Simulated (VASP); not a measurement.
Run report: AlP, workfunction calculation (part 2 of 2)

AlP (slab, 8 atoms in the cell); Kohn-Sham DFT of a periodic cell, PBE, VASP PAW PBE potentials, recommended, no spin polarisation (VASP 6.6.1); cutoff 520 eV, 8×8×1 k-mesh, Gaussian smearing of 0.05 eV. The structure derives from an entry of the Crystallography Open Database. It belongs to a series of runs on one base structure; here: the (1 1 1) slab of AlP, cut from the database cell, not relaxed.

Geometry of the input (Å; fractional positions):
```
3.8544  0.0000  0.0000
-1.9272  3.3380  0.0000
0.0000  0.0000  25.2282
P  0.0000  0.0000  0.2973
P  0.3333  0.6667  0.4220
P  0.6667  0.3333  0.5468
P  0.0000  0.0000  0.6715
Al 0.3333  0.6667  0.3285
Al 0.6667  0.3333  0.4532
Al 0.0000  0.0000  0.5780
Al 0.3333  0.6667  0.7027
```

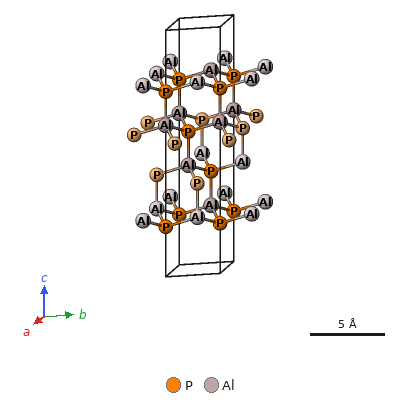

The structure (ball-and-stick view of the cell of the calculation, with the vacuum cut short, seen slightly off an axis; neighbours outside the cell are drawn fainter).

## Parts of OUTCAR, continued
```
   k-points           NKPTS =     10   k-points in BZ     NKDIM =     10   number of bands    NBANDS=     21
   number of dos      NEDOS =    301   number of ions     NIONS =      8
   total plane-waves  NPLWV = 172800
   dimension x,y,z NGX =    30 NGY =   30 NGZ =  192
   dimension x,y,z NGXF=    60 NGYF=   60 NGZF=  384
   ions per type =               4   4
   NGX,Y,Z   is equivalent  to a cutoff of  12.94, 12.94, 12.65 a.u.
   NGXF,Y,Z  is equivalent  to a cutoff of  25.88, 25.88, 25.30 a.u.
 SYSTEM =  AlP
   PREC   = accura    normal or accurate (medium, high low for compatibility)
   ISTART =      0    job   : 0-new  1-cont  2-samecut
   ICHARG =      2    charge: 1-file 2-atom 10-const
   ISPIN  =      1    spin polarized calculation?
   LNONCOLLINEAR =      F non collinear calculations
   LSORBIT =      F    spin-orbit coupling
   LASPH  =      T    aspherical Exc in radial PAW
   ENCUT  =  520.0 eV  38.22 Ry    6.18 a.u.   7.17  7.17 46.91*2*pi/ulx,y,z
   NELM   =     60;   NELMIN=  2; NELMDL= -5     # of ELM steps
   EDIFF  = 0.1E-05   stopping-criterion for ELM
   LREAL  =      F    real-space projection
   EDIFFG = 0.1E-04   stopping-criterion for IOM
   NSW    =      0    number of steps for IOM
   IBRION =     -1    ionic relax: 0-MD 1-quasi-New 2-CG
   NFREE  =      0    steps in history (QN), initial steepest desc. (CG)
   ISIF   =      2    stress and relaxation
   ISYM   =      2    0-nonsym 1-usesym 2-fastsym
   POTIM  = 0.5000    time-step for ionic-motion
   TEBEG  =    0.0;   TEEND  =   0.0 temperature during run
   PSTRESS=    0.0 pullay stress
   NELECT =      32.0000    total number of electrons
   NUPDOWN=      -1.0000    fix difference up-down
   EMIN   =  10.00;   EMAX   =-10.00  energy-range for DOS
   EFERMI =   0.00;   METHOD = LEGACY
   ISMEAR =     0;   SIGMA  =   0.05  broadening in eV -4-tet -1-fermi 0-gaus
   EFERMI_NEDOS =   21; number of points for ismear=-14 and -15
   IALGO  =     68    algorithm
   IMIX   =      4    mixing-type and parameters
     AMIX     =   0.40;   BMIX     =  1.00
     AMIX_MAG =   1.60;   BMIX_MAG =  1.00
  volume/ion in A,a.u.               =      40.57       273.81
  Fermi-wavevector in a.u.,A,eV,Ry     =   0.756273  1.429148  7.781831  0.571948
  Thomas-Fermi vector in A             =   1.854356
   LORBIT       =      0    0 simple, 1 ext, 2 COOP (PROOUT), +10 PAW based schemes
   GGA     = PE    functional components
   LHFCALC =     F    Hartree Fock is set to
   AEXX    =    0.0000 exact exchange contribution
   IVDW    =     0    specifies the selected vdW correction
   LEPSILON=     F    determine dielectric tensor
   LRPA    =     F    only Hartree local field effects (RPA)
 non-spin polarized calculation
 RMM-DIIS sequential band-by-band and
 Gauss-broadening in eV      SIGMA  =   0.05
  energy-cutoff  :      520.00
  volume of cell :      324.59
 maximum number of plane-waves:      8779
 NGX is ok and might be reduce to    30
   NGX = 15   NGY = 15   NGZ = 93

 dipolmoment           0.000000      0.000000      0.005122 electrons x Angstroem

 number of electron      31.9999998 magnetization

 dipolmoment           0.000000      0.000000     -0.195131 electrons x Angstroem

 Free energy of the ion-electron system (eV)
  ---------------------------------------------------
  ext. energy  EPLUGINS =         0.00000000
  ---------------------------------------------------
  free energy    TOTEN  =       -38.59157663 eV

  energy without entropy =      -38.57589558  energy(sigma->0) =      -38.58373610

 E-fermi :   0.2127     XC(G=0):  -5.2296     alpha+bet : -5.7568

 val. band max:        0.1618625439   @ k =   0.3750   0.2500   0.0000
 cond. band min:       0.2161591566   @ k =   0.1250   0.0000   0.0000
 fundamental gap:      0.0542966127
 Fermi energy:         0.2126626677

 k-point     1 :       0.0000    0.0000    0.0000
  band No.  band energies     occupation
      1     -12.3902      2.00000
      2     -11.6074      2.00000
      3     -10.8593      2.00000
      4      -9.6960      2.00000
      5      -5.9244      2.00000
      6      -4.3420      2.00000
      7      -2.5394      2.00000
      8      -1.8399      2.00000
      9      -1.8399      2.00000
     10      -1.2166      2.00000
     11      -1.2166      2.00000
     12      -0.5633      2.00000
     13      -0.5633      2.00000
     14      -0.2403      2.00000
     15       0.4030      0.00000
     16       0.4030      0.00000
     17       0.4420      0.00000
     18       1.9015      0.00000
     19       2.5865      0.00000
     20       3.2603      0.00000
     21       3.9854      0.00000

 k-point     2 :       0.1250    0.0000    0.0000
  band No.  band energies     occupation
      1     -12.2435      2.00000
      2     -11.4663      2.00000
      3     -10.7231      2.00000
      4      -9.5588      2.00000
      5      -5.8163      2.00000
      6      -4.3044      2.00000
      7      -2.9125      2.00000
      8      -2.4701      2.00000
      9      -2.0803      2.00000
     10      -2.0115      2.00000
     11      -1.4902      2.00000
     12      -1.4229      2.00000
     13      -0.7595      2.00000
     14      -0.4770      2.00000
     15      -0.0163      2.00000
     16       0.2162      0.92122
     17       0.4275      0.00000
     18       2.4733      0.00000
     19       3.0527      0.00000
     20       3.5943      0.00000
     21       4.3818      0.00000

 k-point     3 :       0.2500    0.0000    0.0000
  band No.  band energies     occupation
      1     -11.8319      2.00000
      2     -11.0766      2.00000
      3     -10.3516      2.00000
      4      -9.1843      2.00000
      5      -5.6277      2.00000
      6      -4.7303      2.00000
      7      -4.0287      2.00000
      8      -3.5311      2.00000
      9      -2.9680      2.00000
     10      -2.5372      2.00000
     11      -2.3722      2.00000
     12      -1.8422      2.00000
     13      -1.5611      2.00000
     14      -1.1624      2.00000
     15      -0.1733      2.00000
     16       0.0491      2.00000
     17       0.3701      0.00001
     18       1.9202      0.00000
     19       2.5643      0.00000
     20       3.3152      0.00000
     21       3.5012      0.00000

 k-point     4 :       0.3750    0.0000    0.0000
  band No.  band energies     occupation
      1     -11.2796      2.00000
      2     -10.5828      2.00000
      3      -9.8968      2.00000
      4      -8.7240      2.00000
      5      -6.0541      2.00000
      6      -5.6485      2.00000
      7      -4.9790      2.00000
      8      -4.0611      2.00000
      9      -3.7618      2.00000
     10      -2.8957      2.00000
     11      -2.6891      2.00000
     12      -2.1839      2.00000
     13      -1.8757      2.00000
     14      -1.4949      2.00000
     15      -0.4982      2.00000
     16       0.0345      2.00000
     17       0.2429      0.39236
     18       1.3320      0.00000
     19       2.1014      0.00000
     20       2.6166      0.00000
     21       3.0113      0.00000

 k-point     5 :       0.5000    0.0000    0.0000
  band No.  band energies     occupation
      1     -10.9625      2.00000
      2     -10.3360      2.00000
      3      -9.6775      2.00000
      4      -8.5004      2.00000
      5      -6.4682      2.00000
      6      -6.0542      2.00000
      7      -5.4046      2.00000
      8      -4.5643      2.00000
      9      -3.5346      2.00000
     10      -3.0259      2.00000
     11      -2.8283      2.00000
     12      -2.3095      2.00000
     13      -1.9410      2.00000
     14      -1.6177      2.00000
     15      -0.6187      2.00000
     16      -0.0756      2.00000
     17       0.2654      0.13584
     18       1.1129      0.00000
     19       1.9760      0.00000
     20       2.1945      0.00000
     21       2.9810      0.00000

 [... the levels of 4 k-points are left out ...]

 k-point    10 :       0.3750    0.2500    0.0000
  band No.  band energies     occupation
      1     -10.7671      2.00000
      2     -10.1703      2.00000
      3      -9.5218      2.00000
      4      -8.3371      2.00000
      5      -6.2090      2.00000
      6      -5.8558      2.00000
      7      -5.2500      2.00000
      8      -4.5227      2.00000
      9      -4.3644      2.00000
     10      -3.8482      2.00000
     11      -3.4825      2.00000
     12      -2.9404      2.00000
     13      -2.6373      2.00000
     14      -2.1229      2.00000
     15      -1.6086      2.00000
     16       0.1619      1.84924
     17       0.2475      0.32472
     18       2.4128      0.00000
     19       2.8678      0.00000
     20       3.4935      0.00000
     21       3.7800      0.00000

------------------------ aborting loop because EDIFF is reached ----------------------------------------

  FORCE on cell =-STRESS in cart. coord.  units (eV):
  Direction    XX          YY          ZZ          XY          YZ          ZX
  --------------------------------------------------------------------------------------
  -------------------------------------------------------------------------------------
  Total        1.2054424      1.2054424      3.4174372      0.0000000      0.0000000     -0.0000000
  in kB        5.9500129      5.9500129     16.8683255      0.0000000      0.0000000     -0.0000000
  external PRESSURE =       9.5894504 kB  Pullay stress =       0.0000000 kB

 VOLUME and BASIS-vectors are now :
 -----------------------------------------------------------------------------
  energy-cutoff  :      520.00
  volume of cell :      324.59
      direct lattice vectors                 reciprocal lattice vectors
     3.854439064  0.000000000  0.000000000     0.259441123  0.149788402  0.000000000
    -1.927219532  3.338042147  0.000000000     0.000000000  0.299576805  0.000000000
     0.000000000  0.000000000 25.228193031     0.000000000  0.000000000  0.039638194

 POSITION                                       TOTAL-FORCE (eV/Angst)
 -----------------------------------------------------------------------------------
      0.00000      0.00000      7.50000        -0.000000      0.000000      0.070299
     -0.00000      2.22536     10.64714         0.000000     -0.000000      0.617600
      1.92722      1.11268     13.79427         0.000000      0.000000      0.504947
      0.00000      0.00000     16.94141        -0.000000      0.000000      0.826198
     -0.00000      2.22536      8.28678        -0.000000      0.000000     -0.642652
      1.92722      1.11268     11.43392        -0.000000     -0.000000     -0.533220
      0.00000      0.00000     14.58106         0.000000     -0.000000     -0.553965
     -0.00000      2.22536     17.72819        -0.000000      0.000000     -0.289206
 -----------------------------------------------------------------------------------
    total drift:                                0.000000     -0.000000     -0.000000

  FREE ENERGIE OF THE ION-ELECTRON SYSTEM (eV)
  ---------------------------------------------------
  free  energy   TOTEN  =       -38.5915766290 eV

  energy  without entropy=      -38.5758955763  energy(sigma->0) =      -38.58373610

 vacuum level on the upper side and lower side of the slab         3.730         6.474
```

## CONTCAR
```
AlP
   1.00000000000000
     3.8544390642000002    0.0000000000000000    0.0000000000000000
    -1.9272195321000001    3.3380421469999999    0.0000000000000000
     0.0000000000000000    0.0000000000000000   25.2281930314000000
  P               Al
     4     4
Direct
     0.0000000000000000    0.0000000000000000    0.2972864521000034
     0.3333333332999970    0.6666666667000030    0.4220332507999984
     0.6666666667000030    0.3333333332999970    0.5467800495000006
     0.0000000000000000    0.0000000000000000    0.6715268482000027
     0.3333333332999970    0.6666666667000030    0.3284731517999973
     0.6666666667000030    0.3333333332999970    0.4532199504999994
     0.0000000000000000    0.0000000000000000    0.5779667492000016
     0.3333333332999970    0.6666666667000030    0.7027135478999966

  0.00000000E+00  0.00000000E+00  0.00000000E+00
  0.00000000E+00  0.00000000E+00  0.00000000E+00
  0.00000000E+00  0.00000000E+00  0.00000000E+00
  0.00000000E+00  0.00000000E+00  0.00000000E+00
  0.00000000E+00  0.00000000E+00  0.00000000E+00
  0.00000000E+00  0.00000000E+00  0.00000000E+00
  0.00000000E+00  0.00000000E+00  0.00000000E+00
  0.00000000E+00  0.00000000E+00  0.00000000E+00
```

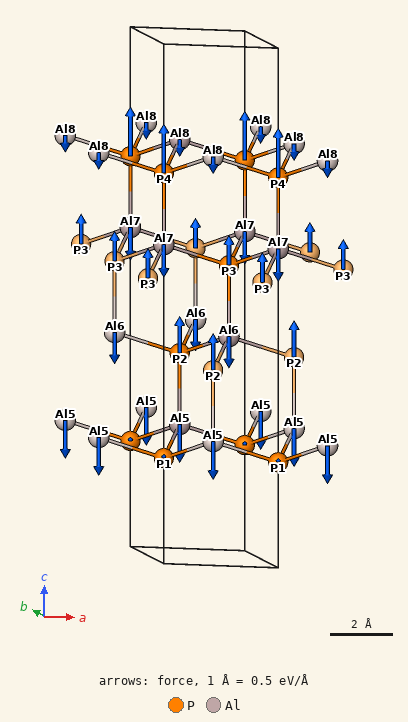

Forces on the atoms as blue arrows (ball-and-stick view of the cell of the calculation, with the vacuum cut short, seen slightly off an axis; neighbours outside the cell are drawn fainter; atoms are numbered from 1 in the order of the input). The largest act on P4 (0.83 eV/Å); Al5 (0.64 eV/Å); P2 (0.62 eV/Å); Al7 (0.55 eV/Å), among others. The geometry is not a stationary point of this energy.
